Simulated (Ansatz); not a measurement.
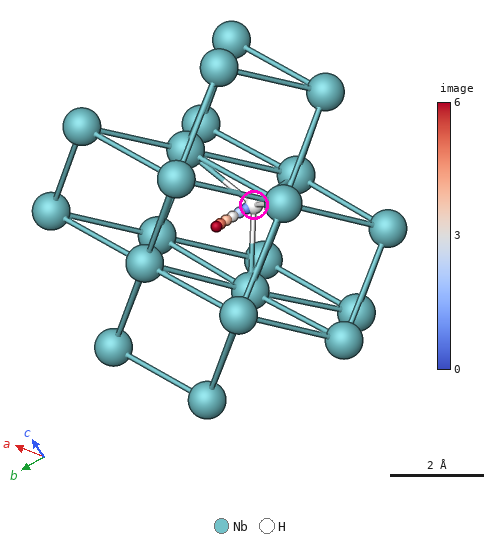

A nudged-elastic-band calculation for a defect cell of composition Nb32H (33 atoms in the cell). Images are numbered from 0 (start) to 6 (end). The start is drawn whole; smaller spheres mark the moving atoms (H) in the later images, joined by lines and coloured by the number of the image. Style: ball-and-stick. Shown: the atoms within 4.2 Å of the middle of the path, from a free direction. The moving atom is ringed, with any periodic copies. Bonds to atoms that aren't drawn are left out.

Computed with Ansatz 0.2.0, DFT PBEsol, scalar-relativistic, plane waves, PAW. Set-up: plane-wave cutoff 420 eV; k-point mesh 3 × 3 × 3; Gaussian smearing 0.1 eV; 5 movable images; climbing image.

> What moves, how far, and at what cost in energy?

The H atom travels furthest, 1.16 Å from end to end, along +b, on a path that bends up to 0.09 Å away from the straight line. At the highest image its nearest neighbour (Nb) is 1.84 Å away, against 1.90 Å at the start, and the surrounding atoms stand up to 0.07 Å off the mean of their end positions. The two ends have the same energy, and the highest point, image 3, lies 0.156 eV above the start. The band converged in 4 iterations. The largest component of the band force went from 0.63 to 0.031 eV/Å. The climbing image converged on the top of the path. Its curvatures weren't checked.

The run took 15 min on 8 threads of Intel(R) Xeon(R) Processor @ 2.70GHz (shared host), peak memory 11 GiB.
